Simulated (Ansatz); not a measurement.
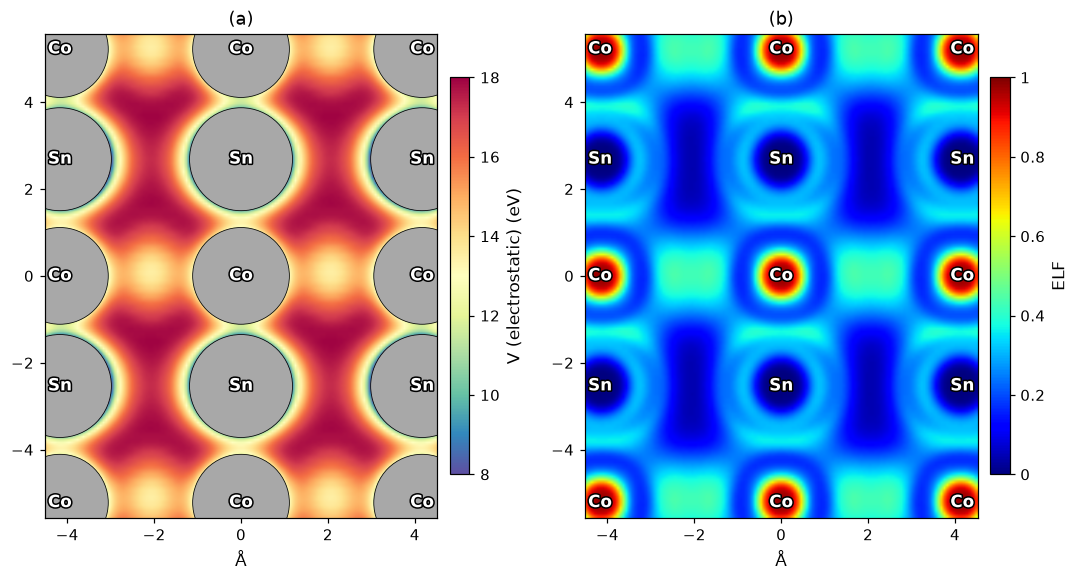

The picture shows: CoSn. (a) electrostatic potential (local pseudopotential plus Hartree) felt by an electron; (b) ELF on the (11̄0) plane of the conventional cell. Grey discs cover the atomic cores in the potential map.

Space group P-62m; a structure from a database of computed crystals, not necessarily the ambient phase; computed without spin polarisation.

All numbers below come from DFT PBEsol, scalar-relativistic, plane waves, PAW (Ansatz).

```
Co Sn
1.0
     5.21972    0.00000    0.00000
    -2.60986    4.52041    0.00000
     0.00000    0.00000    4.16847
Co Sn
3 3
Direct
  0.00000 0.51437 0.00000
  0.48563 0.48563 0.00000
  0.51437 0.00000 0.00000
  0.66667 0.33333 0.50000
  0.33333 0.66667 0.50000
  0.00000 0.00000 0.00000
```

> Interpret the plot.

The section cuts through Co and Sn sites.
Co–Sn (2.53 Å): the ELF is about 0.35 at the midpoint.
Co–Sn (2.68 Å): the ELF is about 0.35 at the midpoint.
The features right at Co lie inside the PAW spheres, where the map follows smoothed inner orbitals and isn't to be read closely.
Outside the cores the potential energy rises away from the atoms and is highest about 2.2 Å from the nearest atoms; its zero is arbitrary.

> Does the calculation give a band gap?

It is gapless in this calculation (a metal or semimetal).
